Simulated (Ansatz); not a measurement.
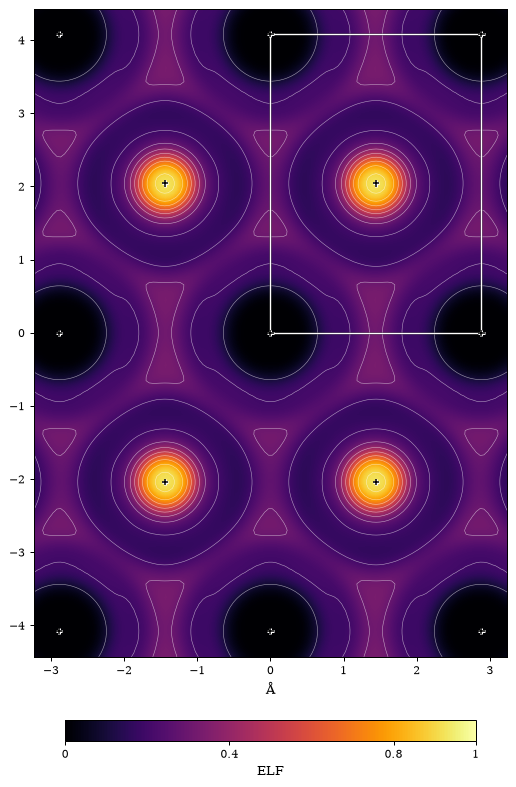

The electron localisation function on a plane through atoms (crosses mark nuclei in the plane).

All numbers below come from Kohn-Sham DFT of a periodic cell, r2SCAN, Ansatz PAW (Ansatz 0.2.0).

Candidates:
A. HfO2, a = 5.18 Å, b = 5.18 Å, c = 5.18 Å, α = 90.00°, β = 90.00°, γ = 90.00°. Space group Fm-3m; computed pressure about −17 GPa in this cell.
B. ZnCu, a = 2.88 Å, b = 2.88 Å, c = 2.88 Å, α = 90.00°, β = 90.00°, γ = 90.00°. Space group Pm-3m; computed pressure about 5 GPa in this cell.

Question: Which system is this?

Answer: Candidate B: ZnCu on the (11̄0) plane of the conventional cell, which holds Zn and Cu. Zn–Cu (2.50 Å): the ELF is about 0.25 at the midpoint (no localised pair shows between them).
